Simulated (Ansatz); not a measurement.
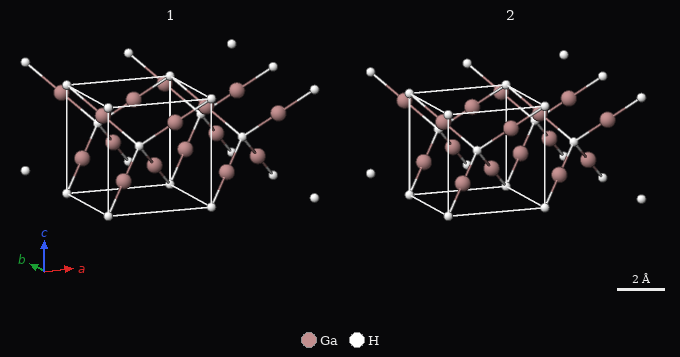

Two geometries of crystalline Ga₂H (a generated structure, set up in Pn-3m) (coarse preliminary run), drawn at one scale. One is the start of a relaxation, the other its converged end. The picture is a ball-and-stick view of the cell of the calculation, repeated 2 × 2 × 1 with one cell outlined, seen slightly off an axis.

All numbers below come from DFT PBE, scalar-relativistic, plane waves, PAW (Ansatz 0.2.0). (plane-wave cutoff 420 eV; k-point mesh 4 × 4 × 4; occupations gaussian; smearing width 0.1 eV; no spin polarisation; cell and atoms relaxed; force threshold 0.04 eV/Å; at most 70 steps)

### Which one is relaxed?

Structure 2 is the relaxed one. No atom moves by more than 0.005 Å relative to the cell. The drawn cell changes as follows: a = b = c 4.766 → 4.464 Å (−6.3 %); the volume changes by −17.8 %. Some distances before and after: Ga–H 2.064 → 1.933 Å. The space group stays Pn-3m (No. 224). After 2 accepted moves (4 points after the start) the energy has fallen by 0.408 eV per cell of the calculation. All forces vanish by symmetry, so only the cell relaxes. Pressure: −4.93 GPa at the start and −0.27 GPa at the end. The line search rejected the trial step at point 2 of the run. The SCF was repeated once at an unchanged geometry on a basis and grid sized afresh for the cell, which shifted the energy by 7.6 meV per cell of the calculation at most. The run took 22 s on 1 thread of Arm Neoverse N1, on a shared host, peak memory 0.39 GiB.
